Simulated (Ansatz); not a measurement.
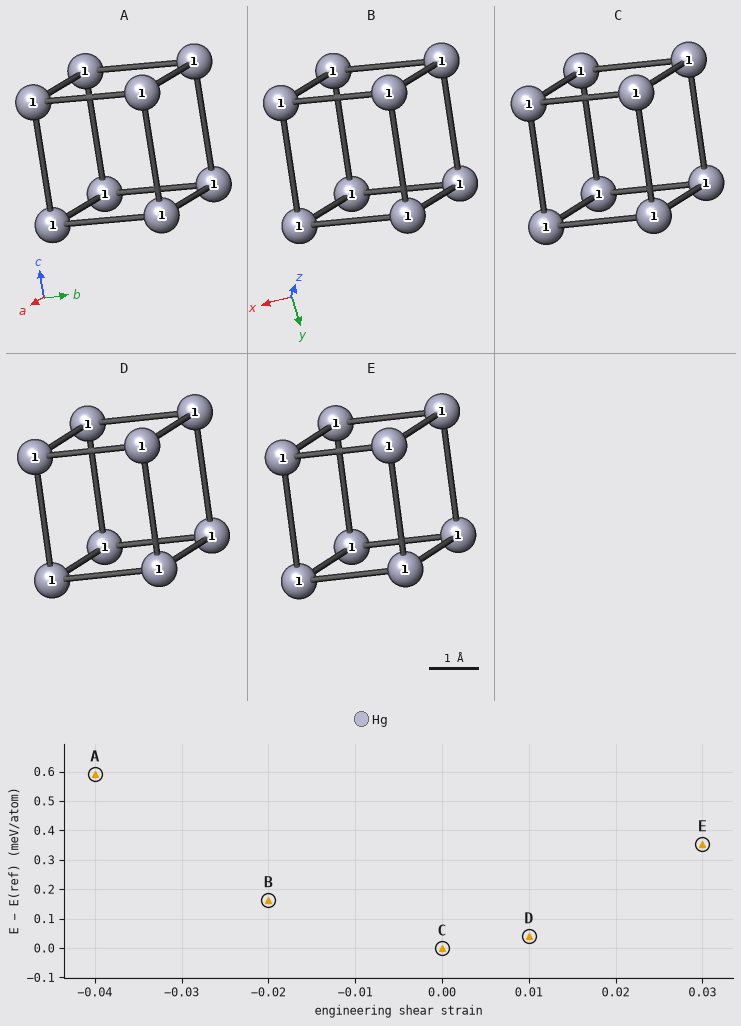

Energy scan for a crystal of Hg (R-3m), in which the cell is strained in shear in the xy plane, with the atoms kept at their fractional coordinates. x, y and z are the Cartesian axes of the input. The lettered frames are marked on the plot. Style: ball-and-stick. Shown: the cell of the calculation, slightly off an axis.

Computed with DFT LDA, scalar-relativistic, plane waves, PAW (Ansatz). (plane-wave cutoff 420 eV; k-point mesh 18 × 18 × 18; occupations gaussian; smearing width 0.15 eV; no spin polarisation). Energies (free energies at the smearing named) are counted from the cell as listed in its source, which wasn't relaxed.

Q: What does the scan show?

A: The lowest computed point lies at the strain 0.00 (0.00 meV/atom). The end points stand at 0.59 meV/atom (−0.04) and 0.35 meV/atom (0.03). The unrelaxed reference is under a pressure of −1.7 GPa. The distortion takes the space group from R-3m to P-1. At the strain −0.04 the cell of the drawing goes a 2.997 → 2.974 Å, b 2.997 → 3.020 Å, α 70.5° → 71.6°, β 70.5° → 69.4°.

The computed points:

```tsv
engineering shear strain	E − E(ref) (meV/atom)
−0.040	0.59
−0.020	0.16
0.000	0.00
0.010	0.04
0.030	0.35
```
